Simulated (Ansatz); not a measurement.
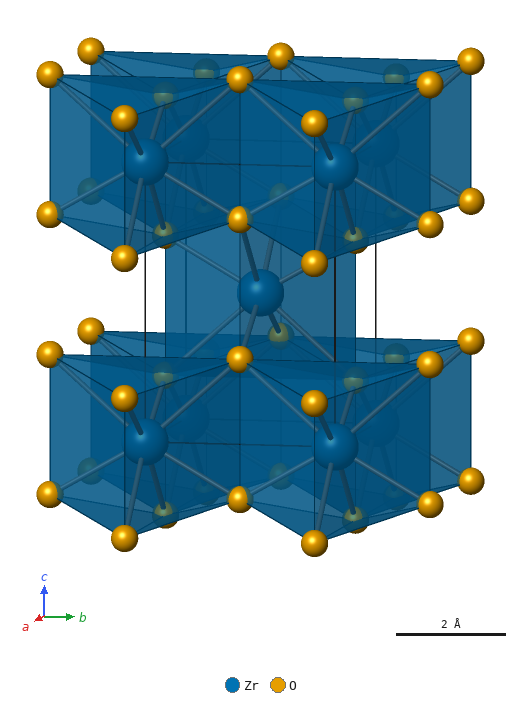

Fig. 1: The starting structure (polyhedral view of the cell of the calculation, seen slightly off an axis; polyhedra are completed across the faces of the cell). An atom can appear more than once, as a periodic image.

# Run report: ZrO2, geometry relaxation (part 1 of 2)

ZrO2 (P4₂/nmc, 6 atoms in the cell), computed with DFT r2SCAN, scalar-relativistic, plane waves, PAW, no spin polarisation (Ansatz 0.2.0).

The structure derives from a Materials Project entry. It belongs to a series of runs on one base structure; here: relaxed at 1 GPa.

Output
```
Engine: ansatz 0.2.0, aarch64-unknown-linux-gnu
Pseudopotentials: kind: paw
Pseudopotential: Zr, paw, valence charge 12, recommended cutoff 500 eV (meta_gga), Zr.paw.azcp
Pseudopotential: O, paw, valence charge 6, recommended cutoff 500 eV (meta_gga), O.paw.azcp
Functional definition: r2SCAN
  parameter k0 = 0.174
  parameter k1 = 0.065
  parameter a1 = 4.9479
  exchange = r2scan_x(k0 = k0, k1 = k1, a1 = a1)
  correlation = r2scan_c
Crystal: 6 atoms, lattice volume = 67.143 Å³
Basis set: ecut = 500 eV, 1707 PW (Γ), exchange–correlation on 108×108×160 points (64 copies of the dense FFT grid, shifted against one another)
Bands: 30, of which v1, the nominal top of the filled ones, is band 24 counted from 1 (23 counted from 0)
Symmetry: 16 space group operations
Space group: P42/nmc (ITA 137), of the structure as read, at distance tolerance 4.1e-5 Å
k-points: 40 of 216
Non-local potential: Zr, projectors of the file, l = 0: 3, l = 1: 2, l = 2: 2, l = 3: 2
Non-local potential: O, projectors of the file, l = 0: 2, l = 1: 2, l = 2: 1
PAW form: soft (Blöchl's): semilocal exchange-correlation on the pseudo side does not see the compensation charge
PAW frozen core: Zr, regenerated for the run's functional (the file was generated under x = pbe(κ = 0.804, μ = 0.2195149727645171), c = pbe(β = 0.06672455060314922))
PAW frozen core: O, regenerated for the run's functional (the file was generated under x = pbe(κ = 0.804, μ = 0.2195149727645171), c = pbe(β = 0.06672455060314922))
PAW one-centre angular grid: Zr, 590 points (default); XC on 160 Gauss nodes
PAW one-centre angular grid: O, 302 points (default); XC on 160 Gauss nodes
Initial density: superposition of atomic densities (neutral atoms: chi_scale 0, normalization atom), corrected by the library's trained network
Initial wavefunctions: pseudopotential atomic-orbital guess
Functional: x = r2scan, c = r2scan; τ floored in thin density (d = 2e-4 eV/Å³)
SCF iter   1: F=—  HF=-10676.165406 eV  |F-HF|=—  |Δ(HF+E_count)|=         —  Δρ=1.51e-2  dr2=1.80e-1  dr2_τ=3.90e-1  ethr=1.77e-3  ⟨swp⟩=6.0  Hψ=5048  notcnv=0
preconditioner: auto → Resta (q_TF=auto, 2.580 Å⁻¹)  ε∞=3.8  [insulator: Δε(μ)=4.952 eV  Ē_g=17.921 eV  σ=0.020 eV  W_gap=1.00  n_scr=20 (ndim 8)  ℏωp=30.1 eV  f_vac=0.017  D(μ)=0.00/eV (n_scr^D=0)  ε∞_Penn≈3.8]
SCF iter   2: F=—  HF=-10676.290942 eV  |F-HF|=—  |Δ(HF+E_count)|=   1.26e-1  Δρ=6.60e-3  dr2=1.25e-2  dr2_τ=6.47e-3  ethr=3.76e-4  ⟨swp⟩=2.0  Hψ=2301  notcnv=0  defer=80
SCF iter   3: F=—  HF=-10676.290682 eV  |F-HF|=—  |Δ(HF+E_count)|=   2.60e-4  Δρ=2.77e-3  dr2=2.35e-3  dr2_τ=3.47e-4  ethr=2.61e-5  ⟨swp⟩=2.1  Hψ=2220  notcnv=0  defer=80
SCF iter   4: F=—  HF=-10676.290742 eV  |F-HF|=—  |Δ(HF+E_count)|=   6.05e-5  Δρ=3.91e-4  dr2=4.22e-5  dr2_τ=1.07e-5  ethr=4.90e-6  ⟨swp⟩=2.0  Hψ=2136  notcnv=0  defer=80
SCF iter   5: F=—  HF=-10676.290768 eV  |F-HF|=—  |Δ(HF+E_count)|=   2.56e-5  Δρ=8.38e-5  dr2=4.11e-6  dr2_τ=3.61e-7  ethr=8.80e-8  ⟨swp⟩=2.0  Hψ=2058  notcnv=0  defer=80
SCF iter   6: F=—  HF=-10676.290768 eV  |F-HF|=—  |Δ(HF+E_count)|=   8.15e-8  Δρ=2.57e-5  dr2=4.65e-7  dr2_τ=3.21e-8  ethr=8.56e-9  ⟨swp⟩=2.0  Hψ=1767  notcnv=0  defer=80
SCF iter   7: F=-10676.290768 eV  HF=-10676.290768 eV  |F-HF|=8.91e-9  |Δ(HF+E_count)|=   8.13e-8  Δρ=4.56e-6  dr2=1.53e-8  dr2_τ=3.73e-10  ethr=2.08e-10  ⟨swp⟩=13.7  Hψ=8059  notcnv=0
SCF 1 converged in 7 iterations: F = -10676.290768 eV  dr2 = 1.53e-8
  greatest PAW one-centre occupation: 0.990 electrons in one spin orbital (limit 2), on the Zr atom at site 1 (counted from 0), in its partial waves of l = 1
relax step   1: F+E_penalty+E_count = -10676.29076783 eV  Δ(F+E_penalty+E_count) = +0.000e0 eV  max|allowed force component| = 5.433e-2 eV/Å  Δτ_max = 0.0000 Å  P = +2.480 GPa  Ω = 67.143 Å³  (7 SCF iters, dr2 threshold 1.00e-7 eV, accepted)
Crystal: 6 atoms, lattice volume = 67.604 Å³
Basis set: ecut = 500 eV, 1723 PW (Γ), exchange–correlation on 108×108×160 points (64 copies of the dense FFT grid, shifted against one another)
Initial density: handed on by an earlier stage of this run
Initial wavefunctions: those handed on with the density
iter 1 solved again at ethr=1.34e-6 eV; its pass at ethr=3.10e-3 eV (dr2=6.44e-4 eV) is discarded
SCF iter   1: F=—  HF=-10676.293151 eV  |F-HF|=—  |Δ(HF+E_count)|=         —  Δρ=9.51e-4  dr2=5.19e-4  dr2_τ=2.42e-3  ethr=1.34e-6  ⟨swp⟩=2.0  Hψ=6277  notcnv=0
preconditioner: auto → Resta (q_TF=auto, 2.577 Å⁻¹)  ε∞=3.9  [insulator: Δε(μ)=4.620 eV  Ē_g=17.689 eV  σ=0.020 eV  W_gap=1.00  n_scr=20 (ndim 8)  ℏωp=30.0 eV  f_vac=0.020  D(μ)=0.00/eV (n_scr^D=0)  ε∞_Penn≈3.9]
SCF iter   2: F=—  HF=-10676.295080 eV  |F-HF|=—  |Δ(HF+E_count)|=   1.93e-3  Δρ=3.80e-4  dr2=1.07e-4  dr2_τ=8.75e-6  ethr=1.08e-6  ⟨swp⟩=2.3  Hψ=2190  notcnv=0
SCF iter   3: F=—  HF=-10676.295064 eV  |F-HF|=—  |Δ(HF+E_count)|=   1.63e-5  Δρ=1.26e-4  dr2=1.24e-5  dr2_τ=1.30e-6  ethr=2.22e-7  ⟨swp⟩=3.0  Hψ=2263  notcnv=0
SCF iter   4: F=-10676.295063 eV  HF=-10676.295063 eV  |F-HF|=6.70e-8  |Δ(HF+E_count)|=   4.90e-7  Δρ=2.77e-5  dr2=5.99e-7  dr2_τ=4.93e-8  ethr=1.25e-9  ⟨swp⟩=7.4  Hψ=8810  notcnv=0
SCF 2 converged in 4 iterations: F = -10676.295063 eV  dr2 = 5.99e-7
relax step   2: F+E_penalty+E_count = -10676.29506326 eV  Δ(F+E_penalty+E_count) = -4.295e-3 eV  max|allowed force component| = 1.451e-2 eV/Å  Δτ_max = 0.0007 Å  P = +0.701 GPa  Ω = 67.604 Å³  energy of the carried Pulay correction = -3.681e-4 eV  (4 SCF iters, dr2 threshold 6.00e-7 eV, accepted)
Crystal: 6 atoms, lattice volume = 67.511 Å³
iter 1 solved again at ethr=7.97e-8 eV; its pass at ethr=3.10e-3 eV (dr2=3.83e-5 eV) is discarded
SCF iter   1: F=—  HF=-10676.294654 eV  |F-HF|=—  |Δ(HF+E_count)|=         —  Δρ=2.64e-4  dr2=3.18e-5  dr2_τ=4.08e-4  ethr=7.97e-8  ⟨swp⟩=2.0  Hψ=6190  notcnv=0
preconditioner: auto → Resta (q_TF=auto, 2.578 Å⁻¹)  ε∞=3.9  [insulator: Δε(μ)=4.633 eV  Ē_g=17.703 eV  σ=0.020 eV  W_gap=1.00  n_scr=20 (ndim 8)  ℏωp=30.0 eV  f_vac=0.019  D(μ)=0.00/eV (n_scr^D=0)  ε∞_Penn≈3.9]
SCF iter   2: F=—  HF=-10676.294728 eV  |F-HF|=—  |Δ(HF+E_count)|=   7.39e-5  Δρ=1.12e-4  dr2=5.87e-6  dr2_τ=9.96e-7  ethr=6.62e-8  ⟨swp⟩=2.0  Hψ=1840  notcnv=0
SCF iter   3: F=—  HF=-10676.294728 eV  |F-HF|=—  |Δ(HF+E_count)|=   2.89e-7  Δρ=4.69e-5  dr2=1.10e-6  dr2_τ=1.41e-7  ethr=1.22e-8  ⟨swp⟩=1.5  Hψ=1468  notcnv=0
SCF iter   4: F=-10676.294728 eV  HF=-10676.294728 eV  |F-HF|=1.47e-8  |Δ(HF+E_count)|=   2.31e-7  Δρ=7.46e-6  dr2=2.44e-8  dr2_τ=2.45e-9  ethr=5.15e-10  ⟨swp⟩=9.8  Hψ=8540  notcnv=0
SCF 3 converged in 4 iterations: F = -10676.294728 eV  dr2 = 2.44e-8
relax step   3: F+E_penalty+E_count = -10676.29472828 eV  Δ(F+E_penalty+E_count) = +3.350e-4 eV  max|allowed force component| = 1.402e-2 eV/Å  Δτ_max = 0.0014 Å  P = +0.978 GPa  Ω = 67.511 Å³  energy of the carried Pulay correction = -2.942e-4 eV  (4 SCF iters, dr2 threshold 2.47e-7 eV, accepted)
Crystal: 6 atoms, lattice volume = 67.472 Å³
iter 1 solved again at ethr=2.87e-7 eV; its pass at ethr=3.10e-3 eV (dr2=1.38e-4 eV) is discarded
SCF iter   1: F=—  HF=-10676.294657 eV  |F-HF|=—  |Δ(HF+E_count)|=         —  Δρ=5.21e-4  dr2=1.29e-4  dr2_τ=2.66e-3  ethr=2.87e-7  ⟨swp⟩=2.0  Hψ=5670  notcnv=0
preconditioner: auto → Resta (q_TF=auto, 2.578 Å⁻¹)  ε∞=3.9  [insulator: Δε(μ)=4.631 eV  Ē_g=17.699 eV  σ=0.020 eV  W_gap=1.00  n_scr=20 (ndim 8)  ℏωp=30.0 eV  f_vac=0.019  D(μ)=0.00/eV (n_scr^D=0)  ε∞_Penn≈3.9]
SCF iter   2: F=—  HF=-10676.294659 eV  |F-HF|=—  |Δ(HF+E_count)|=   1.99e-6  Δρ=2.85e-4  dr2=4.06e-5  dr2_τ=4.38e-6  ethr=2.68e-7  ⟨swp⟩=2.0  Hψ=1851  notcnv=0
SCF iter   3: F=—  HF=-10676.294659 eV  |F-HF|=—  |Δ(HF+E_count)|=   2.63e-7  Δρ=1.33e-4  dr2=8.41e-6  dr2_τ=1.96e-6  ethr=8.45e-8  ⟨swp⟩=2.0  Hψ=1773  notcnv=0
SCF iter   4: F=—  HF=-10676.294655 eV  |F-HF|=—  |Δ(HF+E_count)|=   4.62e-6  Δρ=3.51e-5  dr2=3.82e-7  dr2_τ=6.55e-8  ethr=1.75e-8  ⟨swp⟩=2.0  Hψ=1798  notcnv=0
SCF iter   5: F=—  HF=-10676.294655 eV  |F-HF|=—  |Δ(HF+E_count)|=   3.05e-7  Δρ=1.73e-5  dr2=9.52e-8  dr2_τ=1.29e-8  ethr=7.95e-10  ⟨swp⟩=2.1  Hψ=1686  notcnv=0
SCF iter   6: F=-10676.294655 eV  HF=-10676.294655 eV  |F-HF|=4.93e-10  |Δ(HF+E_count)|=   8.95e-8  Δρ=1.66e-6  dr2=8.73e-10  dr2_τ=8.22e-11  ethr=6.83e-11  ⟨swp⟩=8.2  Hψ=7043  notcnv=0
SCF 4 converged in 6 iterations: F = -10676.294655 eV  dr2 = 8.73e-10
relax step   4: F+E_penalty+E_count = -10676.29465491 eV  Δ(F+E_penalty+E_count) = +7.337e-5 eV  max|allowed force component| = 8.859e-4 eV/Å  Δτ_max = 0.0039 Å  P = +0.909 GPa  Ω = 67.472 Å³  energy of the carried Pulay correction = -2.633e-4 eV  (6 SCF iters, dr2 threshold 3.28e-8 eV, accepted)
Crystal: 6 atoms, lattice volume = 67.432 Å³
iter 1 solved again at ethr=2.33e-8 eV; its pass at ethr=3.10e-3 eV (dr2=1.12e-5 eV) is discarded
SCF iter   1: F=—  HF=-10676.294431 eV  |F-HF|=—  |Δ(HF+E_count)|=         —  Δρ=1.35e-4  dr2=9.29e-6  dr2_τ=1.07e-4  ethr=2.33e-8  ⟨swp⟩=2.8  Hψ=6253  notcnv=0
preconditioner: auto → Resta (q_TF=auto, 2.578 Å⁻¹)  ε∞=3.9  [insulator: Δε(μ)=4.624 eV  Ē_g=17.700 eV  σ=0.020 eV  W_gap=1.00  n_scr=20 (ndim 8)  ℏωp=30.0 eV  f_vac=0.019  D(μ)=0.00/eV (n_scr^D=0)  ε∞_Penn≈3.9]
SCF iter   2: F=—  HF=-10676.294449 eV  |F-HF|=—  |Δ(HF+E_count)|=   1.86e-5  Δρ=6.38e-5  dr2=2.07e-6  dr2_τ=2.93e-7  ethr=1.94e-8  ⟨swp⟩=2.0  Hψ=1997  notcnv=0
SCF iter   3: F=—  HF=-10676.294449 eV  |F-HF|=—  |Δ(HF+E_count)|=   3.80e-8  Δρ=2.61e-5  dr2=3.94e-7  dr2_τ=5.35e-8  ethr=4.32e-9  ⟨swp⟩=1.7  Hψ=1637  notcnv=0
SCF iter   4: F=-10676.294449 eV  HF=-10676.294449 eV  |F-HF|=6.70e-9  |Δ(HF+E_count)|=   6.36e-8  Δρ=6.09e-6  dr2=1.48e-8  dr2_τ=1.37e-9  ethr=1.18e-10  ⟨swp⟩=6.8  Hψ=7948  notcnv=0
SCF 5 converged in 4 iterations: F = -10676.294449 eV  dr2 = 1.48e-8
relax step   5: F+E_penalty+E_count = -10676.29444934 eV  Δ(F+E_penalty+E_count) = +2.056e-4 eV  max|allowed force component| = 6.876e-4 eV/Å  Δτ_max = 0.0007 Å  P = +1.010 GPa  Ω = 67.432 Å³  energy of the carried Pulay correction = -2.315e-4 eV  (4 SCF iters, dr2 threshold 5.66e-8 eV, accepted)
Initial wavefunctions: pseudopotential atomic-orbital guess (no wavefunctions were taken with the density)
iter 1 solved again at ethr=6.37e-9 eV; its pass at ethr=3.10e-3 eV (dr2=3.06e-6 eV) is discarded
SCF iter   1: F=—  HF=-10676.294664 eV  |F-HF|=—  |Δ(HF+E_count)|=         —  Δρ=9.48e-5  dr2=1.31e-7  dr2_τ=1.19e-7  ethr=6.37e-9  ⟨swp⟩=3.9  Hψ=8854  notcnv=0
preconditioner: auto → Resta (q_TF=auto, 2.578 Å⁻¹)  ε∞=3.9  [insulator: Δε(μ)=4.623 eV  Ē_g=17.700 eV  σ=0.020 eV  W_gap=1.00  n_scr=20 (ndim 8)  ℏωp=30.0 eV  f_vac=0.019  D(μ)=0.00/eV (n_scr^D=0)  ε∞_Penn≈3.9]
SCF iter   2: F=—  HF=-10676.294673 eV  |F-HF|=—  |Δ(HF+E_count)|=   9.73e-6  Δρ=4.80e-5  dr2=3.60e-8  dr2_τ=9.18e-7  ethr=2.74e-10  ⟨swp⟩=2.0  Hψ=2131  notcnv=0
SCF iter   3: F=—  HF=-10676.294675 eV  |F-HF|=—  |Δ(HF+E_count)|=   1.24e-6  Δρ=3.02e-6  dr2=4.03e-9  dr2_τ=1.43e-9  ethr=7.50e-11  ⟨swp⟩=2.4  Hψ=2111  notcnv=0
SCF iter   4: F=—  HF=-10676.294675 eV  |F-HF|=—  |Δ(HF+E_count)|=   2.71e-9  Δρ=9.20e-7  dr2=4.24e-10  dr2_τ=1.38e-10  ethr=8.40e-12  ⟨swp⟩=2.0  Hψ=1787  notcnv=0
SCF iter   5: F=-10676.294675 eV  HF=-10676.294675 eV  |F-HF|=6.00e-11  |Δ(HF+E_count)|=   1.91e-9  Δρ=2.03e-7  dr2=7.71e-12  dr2_τ=1.23e-11  ethr=1.00e-12  ⟨swp⟩=6.2  Hψ=5659  notcnv=0
SCF 6 converged in 5 iterations: F = -10676.294675 eV  dr2 = 7.71e-12
relax step   6: F+E_penalty+E_count = -10676.29467455 eV  Δ(F+E_penalty+E_count) = -2.252e-4 eV  max|allowed force component| = 7.180e-4 eV/Å  Δτ_max = 0.0000 Å  P = +1.008 GPa  Ω = 67.432 Å³  stress off target by 5.70e-2 GPa  SCF on the basis re-selected at this cell (its energy is not comparable with the rows above)  (5 SCF iters)
```

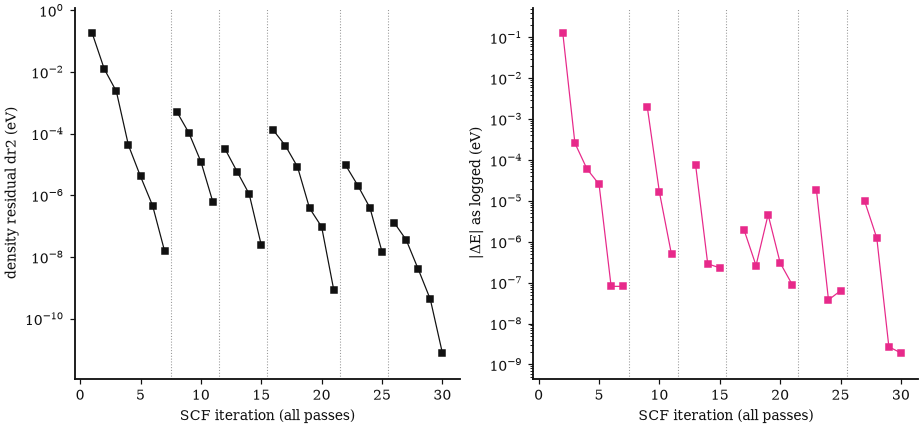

Fig. 2: Convergence of the self-consistent field: density residual dr2 and size of the energy change against the SCF iteration. The dotted lines part the SCF passes of the relaxation: geometry steps, rejected trials and re-solves on a re-selected basis. The 6 passes take 4 to 7 iterations each, 30 in all.

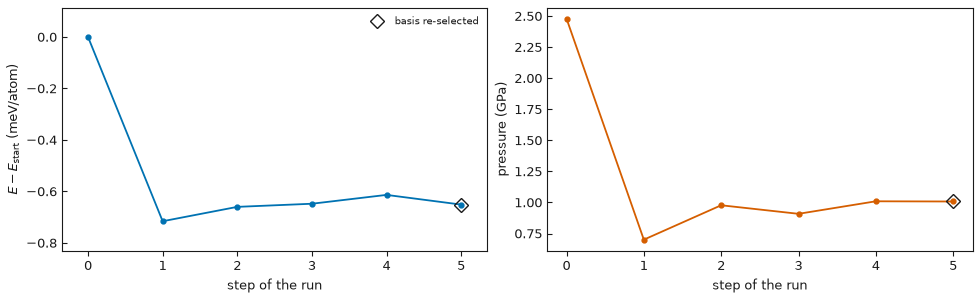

Fig. 3: Progress of the relaxation, step by step (the first geometry is step 0 here and step 1 in the log). The energy falls by 0.6 meV per atom in 4 geometry steps. The largest force component goes from 0.054 to 0.00072 eV/Å. The pressure goes from 2.48 to 1.01 GPa. The largest moves relative to the cell, 0.007 Å, are those of O3, O4, O5 and O6. Zr stays in place. Cell: a = b 3.590 → 3.597 Å (+0.2 %), c 5.211 → 5.213 Å (0.0 %). Volume +0.4 %. Among the contacts that change: Zr1–O4 2.067 → 2.074 Å. The space group stays P4_2/nmc (No. 137). A last SCF at the same geometry on a re-selected plane-wave basis shifts the energy by next to nothing (0.0 meV per atom). (Atoms are counted from 1 in the order of the input.)
